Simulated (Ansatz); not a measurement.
## How many bands does the GW gap of SrCl2 (fluorite (111) film, 1 layers) need?

How do accuracy and time trade against each other in G0W0 on SrCl2 (fluorite (111) film, 1 layers)?

Program: Ansatz 0.2.0. Level of theory: G0W0 on LDA, plane waves, PAW. Results are calculated unless marked as measured.

### 1. Starting point

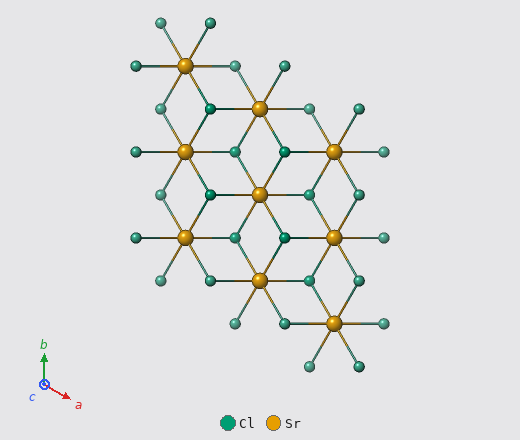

Start, viewed from above; chlorine teal, strontium orange. 2×2×1 cells are drawn. Some periodic images of atoms are drawn too.

The cell holds 3 atoms: 2 Cl and 1 Sr. Its edges and angles: a = 4.933 Å, b = 4.933 Å, c = 27.100 Å, α = 90.0°, β = 90.0°, γ = 120.0°. It derives from SrCl2. Vacuum lies along c.

The structure was relaxed with LDA (ions only). The runs that relaxed it are not among those shown. The default PAW set here is soft_2. Its files were made with PBE. The Coulomb interaction is cut off across the vacuum.

### 2. 280 empty bands, screening to 36 eV

G0W0 replaces the xc potential by the self-energy, built once from these orbitals. Only a window of levels is corrected, while the sums run over the empty bands that the input names.

The input, input.yaml:

```yaml
crystal:
  lattice:
    - [4.9332718803, 0.0, 0.0]
    - [-2.4666359402, 4.2723387721, 0.0]
    - [0.0, 0.0, 27.1]
  atoms:
    - { symbol: Cl, position: [0.6666666667, 0.3333333333, 0.4641068307] }
    - { symbol: Sr, position: [0.0, 0.0, 0.5] }
    - { symbol: Cl, position: [0.3333333333, 0.6666666667, 0.5358931693] }
  periodic: [true, true, false]
kpoints:
  mp_grid: { grid: [3, 3, 1] }
hamiltonian:
  xc: lda
scf:
  occupations: { method: fixed }
gw:
  n_empty_bands: 280
  ecut_chi: 36
  qp_bands: [v2, c2]
  qp_kpoints: band_edges
  screening: { model: contour_deformation }
```

The run is started by

```console
ansatz run input.yaml --threads 4 --pin off --max-ram 17510MiB --backend cpu --events-out ev --progress --plain --runs-dir out
```

Numbers of over 12 decimals in the logs are rounded to 6 here.

Output:

```text
Engine: ansatz 0.2.0, aarch64-unknown-linux-gnu
Pseudopotentials: kind: paw
Pseudopotential: Cl, paw, valence charge 7, recommended cutoff 420 eV (normal), Cl.paw.azcp
Pseudopotential: Sr, paw, valence charge 10, recommended cutoff 420 eV (normal), Sr.paw.azcp
Functional definition: SPW92
  exchange = slater_x
  correlation = pw_c
Crystal: 3 atoms, lattice volume = 571.176 Å³
Basis set: ecut = 420 eV, 11149 PW (Γ)
Bands: 16, of which v1, the nominal top of the filled ones, is band 12 counted from 1 (11 counted from 0)
Symmetry: 12 space group operations
Space group: P-3m1 (ITA 164), of the structure as read, at distance tolerance 8.3e-5 Å
k-points: 3 of 9
Non-local potential: Cl, projectors of the file, l = 0: 2, l = 1: 2, l = 2: 2
Non-local potential: Sr, projectors of the file, l = 0: 3, l = 1: 2, l = 2: 2
PAW form: soft (Blöchl's): semilocal exchange-correlation on the pseudo side does not see the compensation charge
PAW frozen core: Cl, regenerated for the run's functional, and the local potential with it (the file was generated under x = pbe(κ = 0.804, μ = 0.219515), c = pbe(β = 0.066725))
PAW frozen core: Sr, regenerated for the run's functional, and the local potential with it (the file was generated under x = pbe(κ = 0.804, μ = 0.219515), c = pbe(β = 0.066725))
PAW one-centre angular grid: Cl, 110 points (default); XC on 64 Gauss nodes
PAW one-centre angular grid: Sr, 110 points (default); XC on 64 Gauss nodes
Initial density: superposition of atomic densities (neutral atoms: chi_scale 0, normalization atom), corrected by the library's trained network
Initial wavefunctions: pseudopotential atomic-orbital guess
Functional: x = slater, c = lda
SCF iter   1: F=—  HF=-5539.175707 eV  |F-HF|=—  |Δ(HF+E_count)|=         —  Δρ=2.26e-3  dr2=3.16e-2  ethr=1.77e-3  ⟨swp⟩=8.0  Hψ=343  notcnv=0  defer=6
preconditioner: auto → Resta (q_TF=auto, 1.609 Å⁻¹)  ε∞=1.3  [insulator: Δε(μ)=4.691 eV  Ē_g=13.199 eV  n_scr=42 (ndim 8)  ℏωp=7.3 eV  f_vac=0.799  ε∞_Penn≈1.3  vacuum switching on, ρ_ref=1.3e-2 e/Å³]
SCF iter   2: F=—  HF=-5539.166696 eV  |F-HF|=—  |Δ(HF+E_count)|=   9.01e-3  Δρ=1.01e-3  dr2=2.65e-3  ethr=1.32e-4  ⟨swp⟩=4.0  Hψ=128  notcnv=0  defer=6
SCF iter   3: F=—  HF=-5539.166520 eV  |F-HF|=—  |Δ(HF+E_count)|=   1.76e-4  Δρ=3.61e-4  dr2=4.37e-4  ethr=1.11e-5  ⟨swp⟩=3.7  Hψ=96  notcnv=0  defer=6
SCF iter   4: F=—  HF=-5539.166580 eV  |F-HF|=—  |Δ(HF+E_count)|=   6.03e-5  Δρ=3.25e-5  dr2=3.32e-6  ethr=1.82e-6  ⟨swp⟩=3.3  Hψ=86  notcnv=0  defer=5
SCF iter   5: F=—  HF=-5539.166584 eV  |F-HF|=—  |Δ(HF+E_count)|=   3.99e-6  Δρ=8.67e-6  dr2=1.86e-7  ethr=1.38e-8  ⟨swp⟩=3.0  Hψ=94  notcnv=0  defer=5
SCF iter   6: F=-5539.166584 eV  HF=-5539.166584 eV  |F-HF|=2.03e-8  |Δ(HF+E_count)|=   1.53e-7  Δρ=2.23e-6  dr2=2.99e-8  ethr=4.17e-10  ⟨swp⟩=24.3  Hψ=458  notcnv=0
SCF 1 converged in 6 iterations: F = -5539.166584 eV  dr2 = 2.99e-8
  greatest PAW one-centre occupation: 0.986 electrons in one spin orbital (limit 2), on the Sr atom at site 1 (counted from 0), in its partial waves of l = 0
NSCF: frozen V_eff on 3 k-points
G₀W₀ screening: q 1/3
[... further progress lines ...]
NSCF: frozen V_eff on 1 k-points
SCF converged after 6 iterations
Free energy (F): -5539.166584 eV
Harris-Foulkes:  -5539.166584 eV  (|F-HF|=2.03e-8)
Internal energy: -5539.166584 eV  (E = F + TS)
E sigma→0 (E₀):  -5539.166584 eV
Fermi energy:    -7.219609 eV
--- Per-component energies (eV) ---
  E_band       = -386.930466
  E_kinetic    = 564.694514
  E_local      = -15354.318485  (includes V_loc(G=0)·N_el)
  E_nonlocal   = 266.093761
  E_hartree    = 7289.798203
  E_xc         = -382.183546
  E_vxc        = -403.138770  (∫ρ·V_xc dr)
  E_paw        = -3847.573111  (= ΣΔE_a)
  E_vpaw       = -39.854113  (= ΣTr[D̂ρ^β])
  E_aug_tail   = 0.000197  (compensation charges beyond the density's cutoff)
  E_ewald      = 5923.646763
  E_core_change = 0.675119  (= ΣΔE_core)
  E_smearing   = -0.000000  (= −TS)
  E_closure    = -0.000000  (closes the sum)
  Σ components = -5539.166584   (vs F -5539.166584, Δ=0.00e0)
--- Band table (eV) ---
  k-point 0: bands = [... 8 lower, -8.1066, -7.4499, -7.3992, -7.3992, -2.4285, -0.9463, -0.9463, -0.7973]
  k-point 1: bands = [... 8 lower, -8.3315, -7.6302, -7.4162, -7.2196, -1.4760, -1.0727 (-1.0727°), -0.4722, -0.4241]
  k-point 2: bands = [... 8 lower, -8.4471, -7.3992, -7.2824, -7.2824, -1.3134, -0.7126, -0.7126, 0.1470]
  ° read free of the cell's end (the report's vacuum.weakly_bound_levels)
--- G₀W₀: contour deformation, 5 samples at zero and on the imaginary axis and 1 off it, 9 q-points, 280 empty bands' worth ---
  eigenvalues of the whole cell's RPA ε∞ on this k-mesh (on a slab, of 1 + 4πα/V) = 1.0985, 1.3076, 1.3076; static W/v taken at q = 0 is 0.829788
  bands read: the sum over 292 bands ends inside a degenerate multiplet in 2 slots, whose members it reads at an even weight; the widest, k=0: bands 292 to 293 (counted from 1) at 1/2 each
  gw.qp_kpoints: band_edges: 3 of 3 stored k-points solved, in 1 pass; an edge of the gap read off the rows below is read off those points alone
    ik  band        ε_KS         Σx   Σc(E_QP)       V_xc       Z   E_QP_lin       E_QP  E_QP is
     0    11     -7.3992   -20.7564     2.5368   -16.5893  0.8138    -9.0665    -9.0295  root
     0    12     -7.3992   -20.7564     2.5368   -16.5893  0.8138    -9.0665    -9.0295  root
     0    13     -2.4285    -3.2150    -2.3070    -7.0259  0.8850    -0.9032    -0.9246  root
     0    14     -0.9463    -5.5177    -3.1260   -11.0228  0.8537     1.5104     1.4327  root
     1    11     -7.4162   -20.1153     2.5448   -15.8852  0.8114    -9.1438    -9.1015  root
     1    12     -7.2196   -20.3772     2.5479   -16.1654  0.8124    -8.9235    -8.8835  root
     1    13     -1.4760    -3.8804    -2.4600    -8.1378  0.8731     0.3596     0.3213  root
     1    14     -1.0727    -5.3372    -2.8389   -10.3661  0.8588     1.1782     1.1172  root
     2    11     -7.2824   -20.3951     2.5534   -16.1863  0.8113    -8.9778    -8.9377  root
     2    12     -7.2824   -20.3951     2.5534   -16.1863  0.8113    -8.9778    -8.9377  root
     2    13     -1.3134    -4.0251    -2.6904    -8.7318  0.8672     0.7561     0.7029  root
     2    14     -0.7126    -5.3995    -2.9580   -10.5733  0.8547     1.5698     1.5032  root
```

Wall time 23 s (4 threads of Arm Neoverse V1, shared host); peak memory 1.6 GiB.

Numbers from this step:

| Quantity | Value |
| --- | --- |
| bands summed | 292 |
| plane waves in the screening matrix | 297 |
| q-points in the mesh | 9 |
| G0W0 gap on the mesh | 7.959 eV |
| k of the valence top | 0, 0.3333, 0 |
| k of the conduction bottom | 0, 0, 0 |
| starting gap on the mesh | 4.791 eV |
| Z at the valence top | 0.8124 |
| Z at the conduction bottom | 0.8850 |
| least direct G0W0 gap on the computed points | 8.105 eV |

The gap on the mesh goes from 4.79 eV to 7.96 eV, a correction of +3.17 eV. Between the two edge states, bare exchange in place of the xc potential would open the gap by 8.02 eV, and correlation takes back 4.85 eV.

### 3. 679 empty bands, screening to 65 eV

Another rung: the empty bands reach about as high as the screening cutoff, so the two stay in balance.

input.yaml: that of step 2 with these lines changed.

```diff
@@ -16,5 +16,6 @@
   occupations: { method: fixed }
+  convergence: { dr2_threshold: 1.0e-10 }
 gw:
-  n_empty_bands: 280
-  ecut_chi: 36
+  n_empty_bands: 679
+  ecut_chi: 65.0
   qp_bands: [v2, c2]
```

Output:

```text
[...]
Crystal: 3 atoms, lattice volume = 571.176 Å³
Basis set: ecut = 420 eV, 11149 PW (Γ)
Bands: 16, of which v1, the nominal top of the filled ones, is band 12 counted from 1 (11 counted from 0)
[... 1 set-up line as in the run before ...]
[...]
k-points: 3 of 9
[...]
SCF iter   1: F=—  HF=-5539.175707 eV  |F-HF|=—  |Δ(HF+E_count)|=         —  Δρ=2.26e-3  dr2=3.16e-2  ethr=1.77e-3  ⟨swp⟩=8.0  Hψ=343  notcnv=0  defer=6
[...]
SCF iter   9: F=-5539.166584 eV  HF=-5539.166584 eV  |F-HF|=8.19e-12  |Δ(HF+E_count)|=  8.73e-11  Δρ=1.33e-8  dr2=7.29e-13  ethr=1.00e-12  ⟨swp⟩=23.7  Hψ=447  notcnv=0
SCF 1 converged in 9 iterations: F = -5539.166584 eV  dr2 = 7.29e-13
[...]
NSCF: frozen V_eff on 3 k-points
G₀W₀ screening: q 1/3
[... further progress lines ...]
[...]
SCF converged after 9 iterations
Free energy (F): -5539.166584 eV
[...]
Internal energy: -5539.166584 eV  (E = F + TS)
E sigma→0 (E₀):  -5539.166584 eV
Fermi energy:    -7.219505 eV
[...]
--- Band table (eV) ---
  k-point 0: bands = [... 8 lower, -8.1065, -7.4498, -7.3990, -7.3990, -2.4284, -0.9462, -0.9462, -0.7972]
  k-point 1: bands = [... 8 lower, -8.3314, -7.6301, -7.4161, -7.2195, -1.4759, -1.0726 (-1.0726°), -0.4721, -0.4240]
  k-point 2: bands = [... 8 lower, -8.4470, -7.3991, -7.2823, -7.2823, -1.3134, -0.7125, -0.7125, 0.1471]
  ° read free of the cell's end (the report's vacuum.weakly_bound_levels)
[...]
0    11     -7.3990   -20.7563     2.3410   -16.5892  0.8060    -9.2721    -9.2251  root
     0    12     -7.3990   -20.7563     2.3410   -16.5892  0.8060    -9.2721    -9.2251  root
     0    13     -2.4284    -3.2150    -2.3519    -7.0258  0.8841    -0.9498    -0.9695  root
     0    14     -0.9462    -5.5177    -3.3004   -11.0228  0.8514     1.3224     1.2585  root
     1    11     -7.4161   -20.1153     2.3649   -15.8852  0.8038    -9.3340    -9.2813  root
     1    12     -7.2195   -20.3772     2.3638   -16.1654  0.8045    -9.1177    -9.0675  root
     1    13     -1.4759    -3.8804    -2.5540    -8.1377  0.8719     0.2608     0.2273  root
     1    14     -1.0726    -5.3372    -2.9935   -10.3661  0.8565     1.0134     0.9628  root
     2    11     -7.2823   -20.3950     2.3662   -16.1863  0.8034    -9.1755    -9.1249  root
     2    12     -7.2823   -20.3950     2.3662   -16.1863  0.8034    -9.1755    -9.1249  root
     2    13     -1.3134    -4.0251    -2.8071    -8.7318  0.8660     0.6318     0.5861  root
     2    14     -0.7125    -5.3995    -3.1182   -10.5733  0.8525     1.3981     1.3431  root
```

Elapsed: 1.9 min, on 4 threads; peak memory 4.3 GiB; 7.1 min of CPU time.

This step gave:

- bands summed: 691
- plane waves in the screening matrix: 689
- q-points in the mesh: 9
- G0W0 gap on the mesh: 8.098 eV
- k of the valence top: 0, 0.3333, 0
- k of the conduction bottom: 0, 0, 0
- starting gap on the mesh: 4.791 eV
- Z at the valence top: 0.8045
- Z at the conduction bottom: 0.8841
- least direct G0W0 gap on the computed points: 8.256 eV

Against the run with 3×3×1 mesh, 280 empty bands, screening to 36 eV, the gap moves by +0.14 eV.

### 4. Side by side

Times are wall times on 4 threads of Arm Neoverse V1, shared host, good to a factor of about two.

```csv
mesh,files,frequency,bands summed,cutoff (eV),start (eV),G0W0 (eV),time,host memory (GiB)
3×3×1,default PAW,contour deformation,292,36,4.791,7.959,23 s,1.6
3×3×1,default PAW,contour deformation,691,65,4.791,8.098,1.9 min,4.3
```

How the two edges are built up, in eV (the quasiparticle level is the starting level plus Σx plus Σc less Vxc):

```csv
run,edge,start,Σx,Σc,Vxc,Z,QP
292 bands,valence top,-7.22,-20.38,2.55,-16.17,0.81,-8.88
292 bands,conduction bottom,-2.43,-3.21,-2.31,-7.03,0.89,-0.92
691 bands,valence top,-7.22,-20.38,2.36,-16.17,0.80,-9.07
691 bands,conduction bottom,-2.43,-3.21,-2.35,-7.03,0.88,-0.97
```

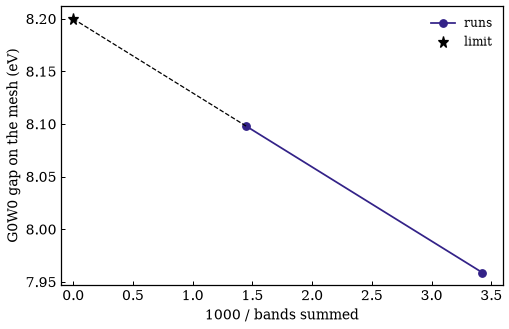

The gap against one over the number of bands; the dashed line carries the two highest rungs to the limit.

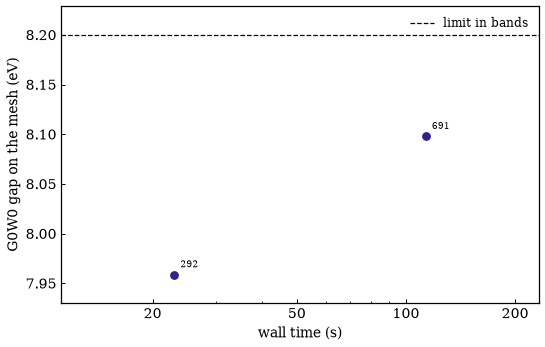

Result against wall time.

### 5. What came out

```yaml
292_bands_36_ev: 7.959 eV
691_bands_65_ev: 8.098 eV
estimated_limit_in_bands_and_cutoff: 8.20 eV
mesh_and_start: 3×3×1, LDA
```

**Reading.** A line in one over the bands through the two rungs gives 8.20 eV, +0.10 eV from the top rung; with two points alone it is an unchecked estimate. The rungs stand 0.24 eV (292 bands) and 0.10 eV (691 bands) from it. From 292 to 691 bands the gap moves by +0.14 eV while the time grows 4.9-fold. Σc changes by −0.18 eV at the valence top and −0.04 eV at the conduction bottom, so the valence edge carries most of the change. The 3×3×1 mesh misses a band edge: over a band path and its finer mesh (run apart) the LDA gap is 4.74 eV, so the G0W0 gap over the zone may lie about 0.05 eV below its value on the mesh. In a film the band edges may be surface states, so its gap need not approach the bulk's. At these cutoffs the gaps of films stand short of the band limit, often by tenths of an eV, while the trend with thickness is less touched. The mesh in the plane is coarse for a sheet; gap and any exciton binding can still move on denser ones. The many-body steps are scalar-relativistic: spin-orbit coupling is not in them.

[Paths, hosts, dates, memory and timing lines, banners, echoed tables and standing remarks are left out of the program output.]

[Logs are printed without paths, hosts, clocks, repeated set-up lines and the standing remarks that a program may print on its own settings, such as how far it seeks lower states.]

[Runs of the session that timed out or met a known fault of the program may be left out.]

[Cells called generated may have been cut or substituted from an entry of the Crystallography Open Database or the Materials Project.]

[Hosts, paths, dates, database ids (printed as entryN), source tags and the programs' standing remarks are cut or masked in the printed files.]
